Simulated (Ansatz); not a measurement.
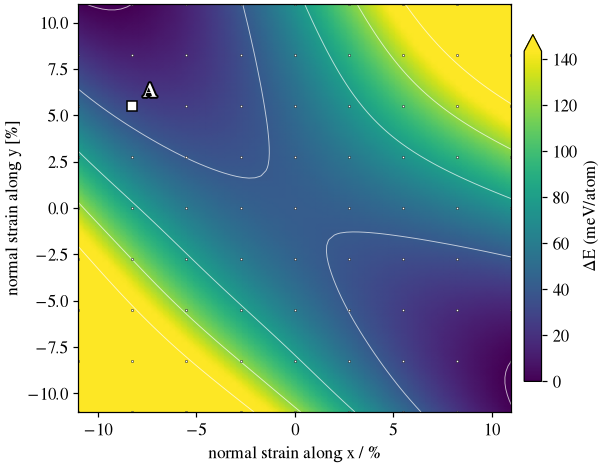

TiAl (Pm-3m, No. 221; 2 atoms in the cell). The energy is mapped over two homogeneous strains (x, y and z along the cube axes). Coordinates scanned: (1) normal strain along x; (2) normal strain along y. Nothing is relaxed (symmetry fixes all fractional coordinates). Grid: 9 × 9 points; 45 points were computed and 36 follow by symmetry. Energies are in meV/atom, from the lowest grid point. The calculation used DFT LDA, scalar-relativistic, plane waves, PAW (Ansatz 0.2.0). Settings: cutoff 520 eV, k-mesh 14×14×14, gaussian smearing 0.15 eV, no spin polarisation.

Drawn: a smooth colour map with a few white contour lines, dots at the grid points, one colour for all values above the top of the scale, the point A. Between grid points the surface is interpolated.

**Which way does the force act at A, and how strong is it?**

A, at normal strain along x = −8.25 %, normal strain along y = 5.50 %, is not a stationary point. The computed force is 4.2 meV/atom for each 1 % towards larger values of normal strain along x and 7.7 meV/atom for each 1 % towards larger values of normal strain along y.

PAW datasets: the set soft_1.
